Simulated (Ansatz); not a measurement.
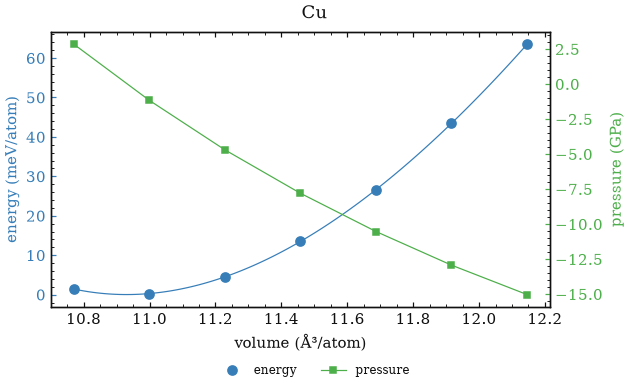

The picture above shows the energy and pressure against volume for Cu, space group I4/mmm (No. 139).

Structure:
```cif
data_structure
_symmetry_space_group_name_H-M 'P 1'
_symmetry_Int_Tables_number 1
_cell_length_a 2.4611
_cell_length_b 2.4611
_cell_length_c 2.4611
_cell_angle_alpha 108.218
_cell_angle_beta 108.218
_cell_angle_gamma 112.008
_cell_volume 11.46
loop_
_atom_site_label
_atom_site_type_symbol
_atom_site_fract_x
_atom_site_fract_y
_atom_site_fract_z
_atom_site_occupancy
Cu1 Cu 0.00000 0.00000 0.00000 1
```

Calculation (Ansatz 0.2.0): all-electron LAPW DFT, no spin polarisation; energies at scaled volumes of the given cell, shape and fractions fixed, counted from the fit's minimum, third-order Birch-Murnaghan fit. Level: LDA.

| setting | value |
| --- | --- |
| k mesh | 13×13×13 |
| occupations | Fermi–Dirac |
| smearing width | 0.05 eV |
| potentials | all electron LAPW, scalar relativistic |
| program settings | basis error eV/atom 0.001 |

Question: What equilibrium volume and bulk modulus follow from the curve?

Answer: A third-order Birch–Murnaghan fit gives V0 = 10.93 Å³/atom, B0 = 186 GPa and B′ = 5.1.

Question: How does the pressure vary with volume?

Answer: It falls from 2.84 GPa at volume 10.77 Å³/atom to −15.03 GPa at 12.15 Å³/atom, and changes sign near 10.93 Å³/atom.

Note: shape and atomic fractions are frozen while scaling, which makes layered, chain and framework solids too stiff.
